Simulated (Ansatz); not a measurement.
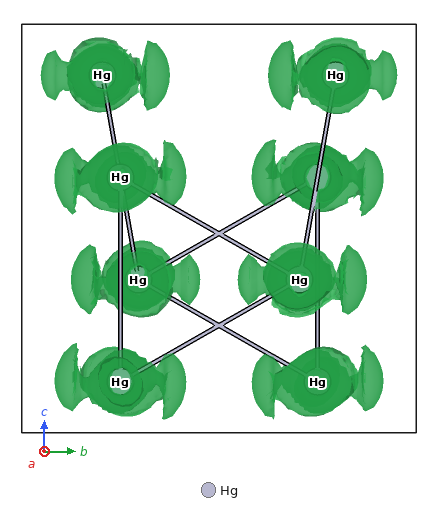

*Hg. Density of the Kohn–Sham states from −4.3 to −2.2 eV about the Fermi level (the middle third of the occupied valence band), scaled to one electron a cell: green surface at 0.015 1/Å³, in the conventional cell seen along the a axis.*

Space group I-42d. Spin-orbit coupling, left out here, splits and shifts the levels of such heavy elements, by tenths of an eV up to several eV. The cell comes from a database of computed structures, not from a measurement.

The calculation used DFT PBE, scalar-relativistic, plane waves, PAW in Ansatz 0.2.0.

Core electrons are frozen (PAW), so the fields are smoothed inside the atomic spheres.

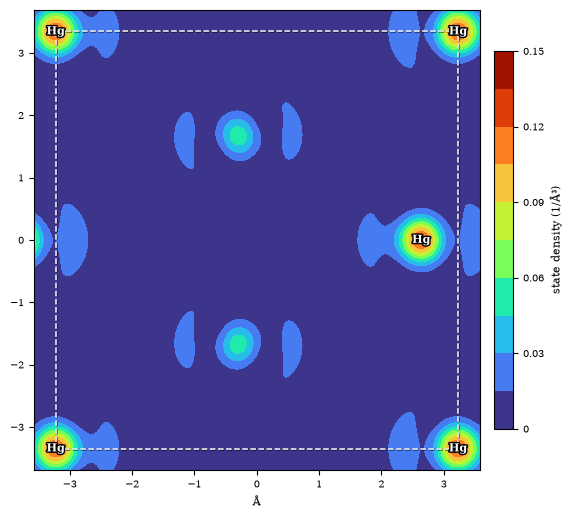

Second picture: a map on the (100) plane of the conventional cell.

> Which atoms and orbitals make up these states?

Projected on a minimal set of atomic orbitals (Löwdin), they are Hg 6s (90 %) and Hg 5d (10 %).
